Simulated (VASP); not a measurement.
**Rh: geometry relaxation (part 2 of 2)**

Continued. System: Rh (defect cell, 6 atoms in the cell). Method: Kohn-Sham DFT of a periodic cell, r2SCAN, VASP PAW PBE potentials, recommended, no spin polarisation (VASP 6.6.1); cutoff 520 eV, 20×20×6 k-mesh, methfessel-paxton of 0.1 eV. 

Geometry of the input (Å; fractional positions):
```
2.6902  -0.0000  0.0000
-1.3451  2.3298  0.0000
0.0000  0.0000  13.1791
Rh 0.0000  0.0000  0.0000
Rh 0.3333  0.6667  0.1667
Rh 0.6667  0.3333  0.3333
Rh 0.0000  0.0000  0.5000
Rh 0.3333  0.6667  0.6667
Rh 0.6667  0.3333  0.8333
```

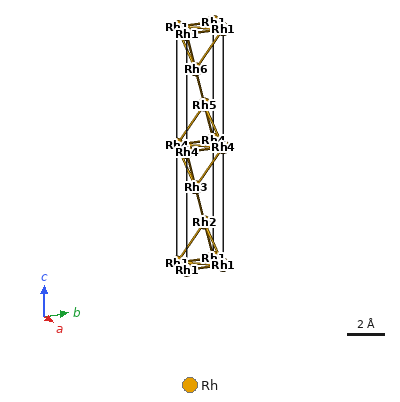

**Figure 1.** The geometry at step 1 of the log (ball-and-stick view of the cell of the calculation, seen slightly off an axis; atoms are numbered from 1 in the order of the input).

Parts of OUTCAR, continued:
```
  FREE ENERGIE OF THE ION-ELECTRON SYSTEM (eV)
  ---------------------------------------------------
  free  energy   TOTEN  =      -144.8321422926 eV

  energy  without entropy=     -144.8335763902  energy(sigma->0) =     -144.83262033

--------------------------------------- Ionic step        2  -------------------------------------------

 number of electron      90.0000010 magnetization

------------------------ aborting loop because EDIFF is reached ----------------------------------------

  FORCE on cell =-STRESS in cart. coord.  units (eV):
  Direction    XX          YY          ZZ          XY          YZ          ZX
  --------------------------------------------------------------------------------------
  -------------------------------------------------------------------------------------
  Total       -0.0647780     -0.0647780     -0.1752315      0.0000000     -0.0000000     -0.0000000
  in kB       -1.2550776     -1.2550777     -3.3951224      0.0000000     -0.0000000     -0.0000000
  external PRESSURE =      -1.9684259 kB  Pullay stress =       0.0000000 kB

 VOLUME and BASIS-vectors are now :
 -----------------------------------------------------------------------------
  energy-cutoff  :      520.00
  volume of cell :       82.69
      direct lattice vectors                 reciprocal lattice vectors
     2.690173570  0.000000000  0.000000000     0.371723227  0.214614503  0.000000000
    -1.345086790  2.329758680  0.000000000     0.000000000  0.429229005  0.000000000
     0.000000000  0.000000000 13.193987623     0.000000000  0.000000000  0.075792098

 POSITION                                       TOTAL-FORCE (eV/Angst)
 -----------------------------------------------------------------------------------
      0.00000      0.00000     13.19399        -0.000000     -0.000000      0.000000
     -0.00000      1.55317      2.19900         0.000000     -0.000000      0.000000
      1.34509      0.77659      4.39800        -0.000000     -0.000000     -0.000000
      2.69017      0.00000      6.59700         0.000000     -0.000000     -0.000000
     -0.00000      1.55317      8.79599         0.000000     -0.000000     -0.000000
      1.34509      0.77659     10.99499        -0.000000      0.000000      0.000000
 -----------------------------------------------------------------------------------
    total drift:                               -0.000000     -0.000000     -0.010173

  FREE ENERGIE OF THE ION-ELECTRON SYSTEM (eV)
  ---------------------------------------------------
  free  energy   TOTEN  =      -144.8321082826 eV

  energy  without entropy=     -144.8336076920  energy(sigma->0) =     -144.83260809

--------------------------------------- Ionic step        3  -------------------------------------------

 number of electron      90.0000010 magnetization

 Free energy of the ion-electron system (eV)
  ---------------------------------------------------
  ext. energy  EPLUGINS =         0.00000000
  ---------------------------------------------------
  free energy    TOTEN  =      -144.83217048 eV

  energy without entropy =     -144.83362948  energy(sigma->0) =     -144.83265681

 E-fermi :  11.7044     XC(G=0): -15.1919     alpha+bet :-18.7533

 val. band max:       11.7039503826   @ k =  -0.0500   0.5000   0.3333
 cond. band min:      11.7073738753   @ k =  -0.1500  -0.4500   0.1667
 fundamental gap:      0.0034234927
 Fermi energy:        11.7043597292

 k-point     1 :       0.0000    0.0000    0.0000
  band No.  band energies     occupation
      1     -36.8622      2.00000
      2     -36.6723      2.00000
      3     -36.6722      2.00000
      4     -36.2819      2.00000
      5     -36.2818      2.00000
      6     -36.1902      2.00000
      7     -36.1902      2.00000
      8     -36.1635      2.00000
      9     -36.1635      2.00000
     10     -36.1634      2.00000
     11     -36.1634      2.00000
     12     -36.1096      2.00000
     13     -36.1096      2.00000
     14     -36.1096      2.00000
     15     -36.1095      2.00000
     16     -36.0825      2.00000
     17     -36.0825      2.00000
     18     -36.0810      2.00000
     19       3.5351      2.00000
     20       4.5887      2.00000
     21       4.5888      2.00000
     22       5.3808      2.00000
     23       5.5695      2.00000
     24       5.5695      2.00000
     25       8.1986      2.00000
     26       8.1986      2.00000
     27       8.4257      2.00000
     28       8.4257      2.00000
     29       8.5362      2.00000
     30       8.5405      2.00000
     31       8.5405      2.00000
     32       8.6999      2.00000
     33       8.6999      2.00000
     34       8.6999      2.00000
     35       8.6999      2.00000
     36       8.8665      2.00000
     37       8.8665      2.00000
     38       8.8666      2.00000
     39       8.8666      2.00000
     40       9.7477      2.00000
     41       9.7477      2.00000
     42      10.5336      2.00000
     43      10.5336      2.00000
     44      10.5337      2.00000
     45      10.5337      2.00000
     46      10.6329      2.00000
     47      10.6329      2.00000
     48      11.4512      2.00200
     49      11.4512      2.00200
     50      11.4512      2.00201
     51      11.4512      2.00201
     52      12.2876     -0.00000
     53      12.2876     -0.00000
     54      12.6033     -0.00000

 k-point     2 :       0.0500   -0.0000    0.0000
  band No.  band energies     occupation
      1     -36.8560      2.00000
      2     -36.6700      2.00000
      3     -36.6697      2.00000
      4     -36.2882      2.00000
      5     -36.2872      2.00000
      6     -36.2037      2.00000
      7     -36.1937      2.00000
      8     -36.1856      2.00000
      9     -36.1767      2.00000
     10     -36.1661      2.00000
     11     -36.1573      2.00000
     12     -36.1286      2.00000
     13     -36.1229      2.00000
     14     -36.1104      2.00000
     15     -36.1034      2.00000
     16     -36.0991      2.00000
     17     -36.0860      2.00000
     18     -36.0832      2.00000
     19       3.6292      2.00000
     20       4.6751      2.00000
     21       4.6756      2.00000
     22       5.4574      2.00000
     23       5.6485      2.00000
     24       5.6543      2.00000
     25       8.0943      2.00000
     26       8.1154      2.00000
     27       8.3557      2.00000
     28       8.4923      2.00000
     29       8.4926      2.00000
     30       8.5742      2.00000
     31       8.5826      2.00000
     32       8.6313      2.00000
     33       8.6634      2.00000
     34       8.7463      2.00000
     35       8.7869      2.00000
     36       8.9106      2.00000
     37       8.9216      2.00000
     38       8.9225      2.00000
     39       8.9384      2.00000
     40       9.4514      2.00000
     41       9.5125      2.00000
     42      10.3093      2.00000
     43      10.3128      2.00000
     44      10.5896      2.00000
     45      10.6344      2.00000
     46      10.7442      2.00000
     47      10.7533      2.00000
     48      11.2066      2.00000
     49      11.4609      2.00309
     50      11.5377      2.04001
     51      11.6758      1.46155
     52      11.9454     -0.00342
     53      12.2735     -0.00000
     54      13.5113     -0.00000

 k-point     3 :       0.1000    0.0000    0.0000
  band No.  band energies     occupation
      1     -36.8378      2.00000
      2     -36.6647      2.00000
      3     -36.6619      2.00000
      4     -36.3133      2.00000
      5     -36.3042      2.00000
      6     -36.2429      2.00000
      7     -36.2307      2.00000
      8     -36.2040      2.00000
      9     -36.1964      2.00000
     10     -36.1916      2.00000
     11     -36.1581      2.00000
     12     -36.1577      2.00000
     13     -36.1475      2.00000
     14     -36.1428      2.00000
     15     -36.1306      2.00000
     16     -36.1041      2.00000
     17     -36.0964      2.00000
     18     -36.0899      2.00000
     19       3.9038      2.00000
     20       4.9197      2.00000
     21       4.9221      2.00000
     22       5.6753      2.00000
     23       5.8553      2.00000
     24       5.9080      2.00000
     25       7.8394      2.00000
     26       7.9594      2.00000
     27       8.1624      2.00000
     28       8.3597      2.00000
     29       8.4770      2.00000
     30       8.5099      2.00000
     31       8.6833      2.00000
     32       8.6902      2.00000
     33       8.6989      2.00000
     34       8.8556      2.00000
     35       8.9181      2.00000
     36       8.9816      2.00000
     37       9.0069      2.00000
     38       9.0469      2.00000
     39       9.0652      2.00000
     40       9.0802      2.00000
     41       9.1281      2.00000
     42      10.1009      2.00000
     43      10.1083      2.00000
     44      10.4721      2.00000
     45      10.5912      2.00000
     46      10.6478      2.00000
     47      10.9298      2.00000
     48      10.9550      2.00000
     49      10.9805      2.00000
     50      11.8725     -0.03871
     51      12.0100     -0.00014
     52      12.2332     -0.00000
     53      12.6818     -0.00000
     54      14.6245      0.00000

 k-point     4 :       0.1500    0.0000    0.0000
  band No.  band energies     occupation
      1     -36.8087      2.00000
      2     -36.6599      2.00000
      3     -36.6505      2.00000
      4     -36.3682      2.00000
      5     -36.3376      2.00000
      6     -36.3031      2.00000
      7     -36.2925      2.00000
      8     -36.2338      2.00000
      9     -36.2225      2.00000
     10     -36.2214      2.00000
     11     -36.2199      2.00000
     12     -36.1805      2.00000
     13     -36.1679      2.00000
     14     -36.1650      2.00000
     15     -36.1623      2.00000
     16     -36.1125      2.00000
     17     -36.1110      2.00000
     18     -36.1010      2.00000
     19       4.3323      2.00000
     20       5.2739      2.00000
     21       5.2758      2.00000
     22       5.9916      2.00000
     23       6.0983      2.00000
     24       6.3129      2.00000
     25       7.5213      2.00000
     26       7.8505      2.00000
     27       7.8940      2.00000
     28       8.0218      2.00000
     29       8.1776      2.00000
     30       8.2388      2.00000
     31       8.5731      2.00000
     32       8.6673      2.00000
     33       8.8413      2.00000
     34       8.8589      2.00000
     35       8.9813      2.00000
     36       9.0070      2.00000
     37       9.1890      2.00000
     38       9.1931      2.00000
     39       9.2351      2.00000
     40       9.3518      2.00000
     41       9.4247      2.00000
     42       9.8340      2.00000
     43       9.9740      2.00000
     44       9.9959      2.00000
     45      10.3249      2.00000
     46      10.7006      2.00000
     47      10.7180      2.00000
     48      11.0892      2.00000
     49      11.2286      2.00000
     50      12.0372     -0.00003
     51      12.1726     -0.00000
     52      12.5868     -0.00000
     53      13.4588     -0.00000
     54      15.7883      0.00000

 k-point     5 :       0.2000    0.0000    0.0000
  band No.  band energies     occupation
      1     -36.7707      2.00000
      2     -36.6609      2.00000
      3     -36.6404      2.00000
      4     -36.4511      2.00000
      5     -36.3919      2.00000
      6     -36.3774      2.00000
      7     -36.3597      2.00000
      8     -36.3169      2.00000
      9     -36.2828      2.00000
     10     -36.2498      2.00000
     11     -36.2399      2.00000
     12     -36.1966      2.00000
     13     -36.1953      2.00000
     14     -36.1911      2.00000
     15     -36.1766      2.00000
     16     -36.1328      2.00000
     17     -36.1228      2.00000
     18     -36.1168      2.00000
     19       4.8609      2.00000
     20       5.6059      2.00000
     21       5.6545      2.00000
     22       6.2230      2.00000
     23       6.3025      2.00000
     24       6.8178      2.00000
     25       7.1870      2.00000
     26       7.3844      2.00000
     27       7.6307      2.00000
     28       7.8871      2.00000
     29       7.9300      2.00000
     30       8.0030      2.00000
     31       8.3484      2.00000
     32       8.7528      2.00000
     33       8.9229      2.00000
     34       8.9762      2.00000
     35       9.0135      2.00000
     36       9.1690      2.00000
     37       9.2367      2.00000
     38       9.4226      2.00000
     39       9.4394      2.00000
     40       9.5124      2.00000
     41       9.8037      2.00000
     42       9.8053      2.00000
     43       9.9824      2.00000
     44      10.1567      2.00000
     45      10.2553      2.00000
     46      10.5474      2.00000
     47      10.8339      2.00000
     48      11.2312      2.00000
     49      11.4990      2.01337
     50      12.1019     -0.00000
     51      12.1697     -0.00000
     52      13.1734     -0.00000
     53      14.2134      0.00000
     54      16.9739      0.00000

 [... the levels of 18 k-points are left out ...]

 k-point    24 :       0.2500    0.1000    0.0000
  band No.  band energies     occupation
      1     -36.6965      2.00000
      2     -36.6755      2.00000
      3     -36.6734      2.00000
      4     -36.6440      2.00000
      5     -36.5677      2.00000
      6     -36.5309      2.00000
      7     -36.5306      2.00000
      8     -36.4294      2.00000
      9     -36.3774      2.00000
     10     -36.3052      2.00000
     11     -36.3049      2.00000
     12     -36.2688      2.00000
     13     -36.2436      2.00000
     14     -36.2335      2.00000
     15     -36.2327      2.00000
     16     -36.2032      2.00000
     17     -36.1880      2.00000
     18     -36.1433      2.00000
     19       5.9141      2.00000
     20       6.0584      2.00000
     21       6.1801      2.00000
     22       6.2218      2.00000
     23       6.4201      2.00000
     24       6.5225      2.00000
     25       6.7456      2.00000
     26       7.0788      2.00000
     27       7.2305      2.00000
     28       7.5491      2.00000
     29       7.8541      2.00000
     30       7.9572      2.00000
     31       8.4640      2.00000
     32       8.6186      2.00000
     33       8.6194      2.00000
     34       8.7147      2.00000
     35       9.0923      2.00000
     36       9.2484      2.00000
     37       9.3379      2.00000
     38       9.4190      2.00000
     39      10.0847      2.00000
     40      10.3504      2.00000
     41      10.3617      2.00000
     42      10.4131      2.00000
     43      11.2741      2.00000
     44      11.3087      2.00000
     45      11.3737      2.00003
     46      11.6875      1.28129
     47      11.8472     -0.06135
     48      12.0078     -0.00015
     49      12.0476     -0.00001
     50      12.1293     -0.00000
     51      12.1584     -0.00000
     52      14.8960      0.00000
     53      15.7466      0.00000
     54      19.6320      0.00000

 [... further k-points ...]

------------------------ aborting loop because EDIFF is reached ----------------------------------------

  FORCE on cell =-STRESS in cart. coord.  units (eV):
  Direction    XX          YY          ZZ          XY          YZ          ZX
  --------------------------------------------------------------------------------------
  -------------------------------------------------------------------------------------
  Total       -0.0124891     -0.0124891      0.0195800      0.0000000     -0.0000000     -0.0000000
  in kB       -0.2421441     -0.2421441      0.3796271      0.0000000     -0.0000000     -0.0000000
  external PRESSURE =      -0.0348870 kB  Pullay stress =       0.0000000 kB

 VOLUME and BASIS-vectors are now :
 -----------------------------------------------------------------------------
  energy-cutoff  :      520.00
  volume of cell :       82.64
      direct lattice vectors                 reciprocal lattice vectors
     2.690173570  0.000000000  0.000000000     0.371723227  0.214614503  0.000000000
    -1.345086790  2.329758680  0.000000000     0.000000000  0.429229005  0.000000000
     0.000000000  0.000000000 13.184870036     0.000000000  0.000000000  0.075844509

 POSITION                                       TOTAL-FORCE (eV/Angst)
 -----------------------------------------------------------------------------------
      0.00000      0.00000      0.00000         0.000000     -0.000000      0.000000
     -0.00000      1.55317      2.19748        -0.000000     -0.000000      0.000000
      1.34509      0.77659      4.39496         0.000000     -0.000000     -0.000000
     -0.00000      0.00000      6.59244         0.000000     -0.000000     -0.000000
     -0.00000      1.55317      8.78992        -0.000000     -0.000000      0.000000
      1.34509      0.77659     10.98740         0.000000      0.000000     -0.000000
 -----------------------------------------------------------------------------------
    total drift:                               -0.000000     -0.000000     -0.010157

  FREE ENERGIE OF THE ION-ELECTRON SYSTEM (eV)
  ---------------------------------------------------
  free  energy   TOTEN  =      -144.8321704795 eV

  energy  without entropy=     -144.8336294767  energy(sigma->0) =     -144.83265681

 reached required accuracy - stopping structural energy minimisation
```

CONTCAR:
```
Rh
   1.00000000000000
     2.6901735699999998    0.0000000000000000    0.0000000000000000
    -1.3450867900000001    2.3297586799999999    0.0000000000000000
     0.0000000000000000    0.0000000000000000   13.1848700358603068
  Rh
     6
Direct
     0.0000000000000000    0.0000000000000000    0.0000000000000000
     0.3333330000000032    0.6666669999999968    0.1666667200000020
     0.6666669999999968    0.3333330000000032    0.3333334399999970
     0.0000000000000000    0.0000000000000000    0.5000001499999982
     0.3333330000000032    0.6666669999999968    0.6666668700000002
     0.6666669999999968    0.3333330000000032    0.8333335900000023

  0.00000000E+00  0.00000000E+00  0.00000000E+00
  0.00000000E+00  0.00000000E+00  0.00000000E+00
  0.00000000E+00  0.00000000E+00  0.00000000E+00
  0.00000000E+00  0.00000000E+00  0.00000000E+00
  0.00000000E+00  0.00000000E+00  0.00000000E+00
  0.00000000E+00  0.00000000E+00  0.00000000E+00
```

Trajectory as extended XYZ (Å, eV, eV/Å), 3 frames, from step=0 to step=2:
```
6
Lattice="2.6902 0.0000 0.0000 -1.3451 2.3298 0.0000 0.0000 0.0000 13.1791" Properties=species:S:1:pos:R:3:forces:R:3 step=0 energy=-144.83214
Rh    0.0000    0.0000    0.0000    0.0000   0.0000   0.0000
Rh    0.0000    1.5532    2.1965    0.0000   0.0000   0.0000
Rh    1.3451    0.7766    4.3930    0.0000   0.0000   0.0000
Rh    0.0000    0.0000    6.5896    0.0000   0.0000   0.0000
Rh    0.0000    1.5532    8.7861    0.0000   0.0000   0.0000
Rh    1.3451    0.7766   10.9826    0.0000   0.0000   0.0000
6
Lattice="2.6902 0.0000 0.0000 -1.3451 2.3298 0.0000 0.0000 0.0000 13.1940" Properties=species:S:1:pos:R:3:forces:R:3 step=1 energy=-144.83211
Rh    0.0000    0.0000   13.1940    0.0000   0.0000   0.0000
Rh    0.0000    1.5532    2.1990    0.0000   0.0000   0.0000
Rh    1.3451    0.7766    4.3980    0.0000   0.0000   0.0000
Rh    2.6902    0.0000    6.5970    0.0000   0.0000   0.0000
Rh    0.0000    1.5532    8.7960    0.0000   0.0000   0.0000
Rh    1.3451    0.7766   10.9950    0.0000   0.0000   0.0000
6
Lattice="2.6902 0.0000 0.0000 -1.3451 2.3298 0.0000 0.0000 0.0000 13.1849" Properties=species:S:1:pos:R:3:forces:R:3 step=2 energy=-144.83217
Rh    0.0000    0.0000    0.0000    0.0000   0.0000   0.0000
Rh    0.0000    1.5532    2.1975    0.0000   0.0000   0.0000
Rh    1.3451    0.7766    4.3950    0.0000   0.0000   0.0000
Rh    0.0000    0.0000    6.5924    0.0000   0.0000   0.0000
Rh    0.0000    1.5532    8.7899    0.0000   0.0000   0.0000
Rh    1.3451    0.7766   10.9874    0.0000   0.0000   0.0000
```

Summary:

```json
{"quantity": "outcome", "value": "converged"}
{"quantity": "electrons treated", "value": "90"}
{"quantity": "free energy", "value": "−144.8322 eV"}
{"quantity": "gap on the k-point mesh", "value": "none (metallic)"}
{"quantity": "pressure", "value": "0.00 GPa"}
{"quantity": "final volume", "value": "82.64 Å³"}
{"quantity": "largest force (length of the vector) at the end", "value": "under 0.001 eV/Å"}
{"quantity": "hardware", "value": "2 threads of Intel Xeon (Granite Rapids), 64 GiB of memory available, shared host"}
{"quantity": "wall time", "value": "48 min (CPU time 1.6 h)"}
{"quantity": "peak memory", "value": "0.74 GiB"}
```
